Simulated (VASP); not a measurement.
System: cubic perovskite-type BaZrO$_{3}$, space group Pm-3m, 5 atoms in the cell; cubic a = 4.191 Å. Starting point: PBE, VASP PAW PBE potentials, release 64 (Ba_sv_GW, Zr_sv_GW, O_GW), no spin polarisation, no spin-orbit coupling, 4×4×4 k mesh, 500 eV cutoff, Gaussian smearing of 0.01 eV (VASP 6.6.1). Many-body step: G0W0 with GW iterations 1, cutoff of the response function 150 eV, frequency points 50 and empty bands 307.

In PBE the smallest gap over these k points is 3.23 eV, with direct gaps of 3.43 eV at Γ, 4.03 eV at X and 6.07 eV at R.

What does G0W0 give?

Over the k points that were corrected, the smallest gap goes from 3.23 eV in PBE (R to Γ) to 4.68 eV in G0W0 (R to Γ), a change of +1.45 eV (+45 %). Counted from the valence top, the lowest empty level moves by +1.45 eV at Γ, +1.55 eV at X and +1.34 eV at R; over the 10 points that were corrected the shifts run from +1.34 to +1.78 eV: a spread of 0.44 eV on a mean of 1.58 eV, so one scissor shift describes this level only roughly. The quasiparticle weight (renormalisation factor) lies between 0.74 and 0.82 for the top filled and first empty levels.

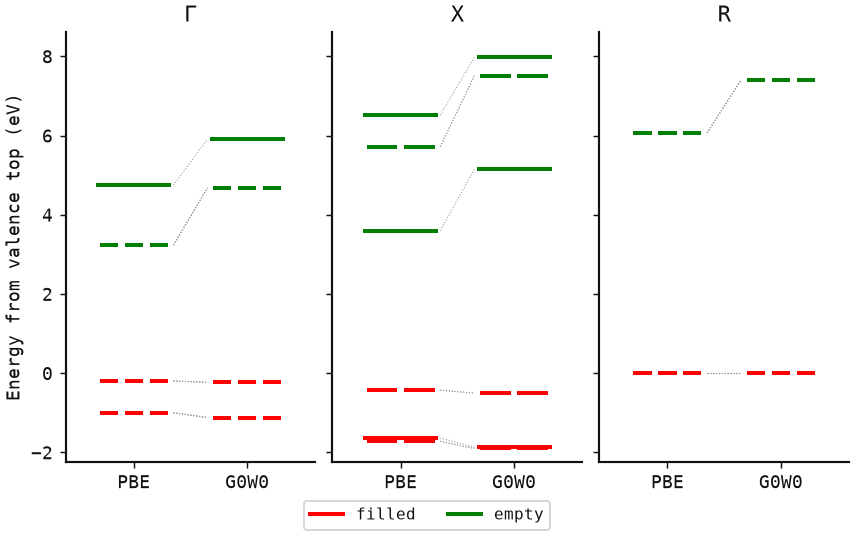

Levels at Γ, X and R in PBE and in G0W0, each set counted from its own valence top. Degenerate partners of corrected states are drawn at the same energy.

| k point | PBE direct gap (eV) | G0W0 direct gap (eV) |
| --- | --- | --- |
| Γ | 3.43 | 4.91 |
| X | 4.03 | 5.65 |
| R | 6.07 | 7.41 |

Bands, screening cutoff and mesh are small and nothing is extrapolated, so the quasiparticle values aren't converged.
